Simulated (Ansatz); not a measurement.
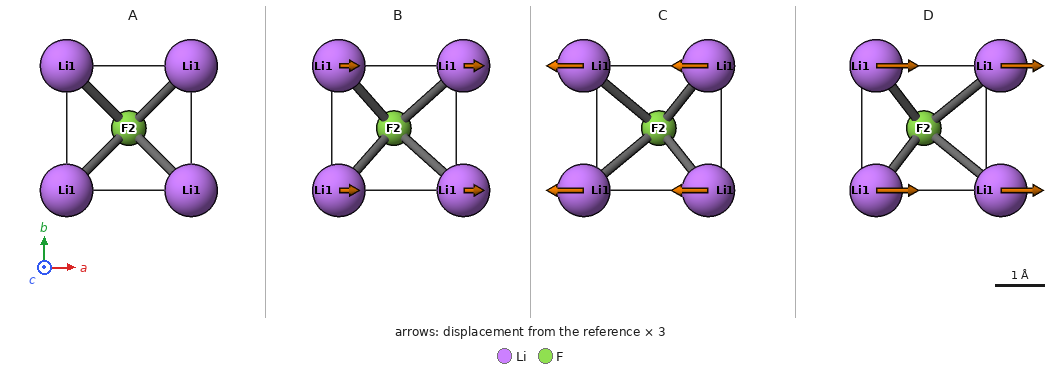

Energy scan for solid LiF (Pm-3m), in which the whole Li sublattice is shifted rigidly, towards the nearest copy of atom 1 (Li) at 2.560 Å, all else fixed. Style: ball-and-stick. Shown: the cell of the calculation, along the c axis. Orange arrows: displacements from the reference.

Computed with Ansatz 0.2.0, DFT LDA, scalar-relativistic, plane waves, PAW. Settings: plane-wave cutoff 420 eV; k-point mesh 10 × 10 × 10; occupations gaussian; smearing width 0.05 eV; no spin polarisation. Energies (free energies at the smearing named) are counted from the cell as listed in its source, which wasn't relaxed.

**Rank the frames from lowest to highest energy.**

Lowest first: D (the displacement −0.30 Å, −24.4 meV/cell), C (the displacement 0.2625 Å, −19.3 meV/cell), B (the displacement −0.15 Å, −6.7 meV/cell), A (the displacement 0.00 Å, 0.0 meV/cell). Over the whole scan: of the computed points the lowest is at the displacement −0.30 Å and 0.30 Å (by symmetry), −24.4 meV/cell. A local maximum lies at 0.00 Å (0.0 meV/cell). The energy is still falling at the end of the range, so the minimum along this coordinate lies there or beyond. At the ends of the scan the energy is −24.4 meV/cell (−0.30 Å) and −24.4 meV/cell (0.30 Å). The reference isn't the lowest point: the distortion gains at least 24.4 meV/cell. The distortion takes the space group from Pm-3m to P4mm.
